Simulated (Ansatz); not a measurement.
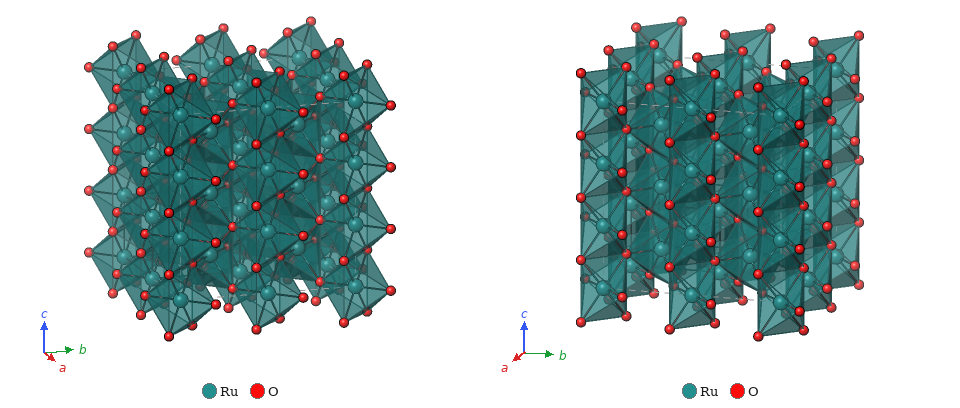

Polyhedra are drawn about Ru (bonds: O–Ru below 2.2 Å); other atoms are plain spheres. Two views of the same piece.

RuO₂ (space group P4_2/mnm, No. 136): coordinates from a relaxation with DFT r2SCAN, scalar-relativistic, plane waves, PAW (Ansatz 0.2.0).

Sharing among the drawn polyhedra:

```
site       polyhedron  corner-sharing neighbours  edge-sharing  face-sharing   bond (Å)
  Ru  RuO6 octahedron                          8             2             0  1.93–1.98
```

They form a three-dimensional framework of corner- and edge-sharing octahedra.
